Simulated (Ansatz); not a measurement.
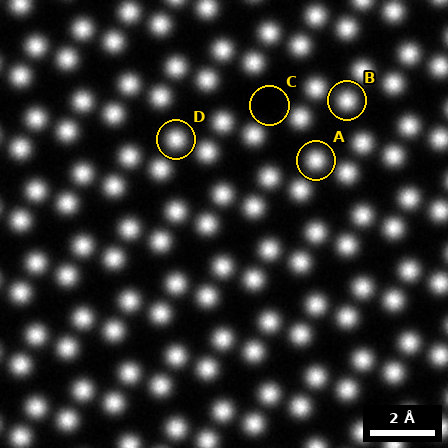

Z-contrast image of Ni (P6_3/mmc, No. 194) along [201]. Simulated incoherent Z contrast: every atom adds Z^1.8 spread by a probe of 0.51 Å full width; channelling and multiple scattering are left out. The probe carries 15 % of its weight in a tail 2.5 times as wide. Shot noise was added.

The sample is 1 repeat (6.3 Å) thick. One point defect was put into the perfect crystal, without relaxing the atoms around it. Brightness is counted from the darkest point of the image. Host structure: the geometry relaxed with DFT, PBEsol, plane waves (420 eV) with PAW, scalar-relativistic (Ansatz); the starting structure was generated, so it need not be a known form of this composition.

Q: Which ringed column holds the defect, and does it scatter more or less than its equals?

C; it scatters less. The column holds 1 atom (Ni) through the sample, and one Ni atom is missing, so its peak vanishes.
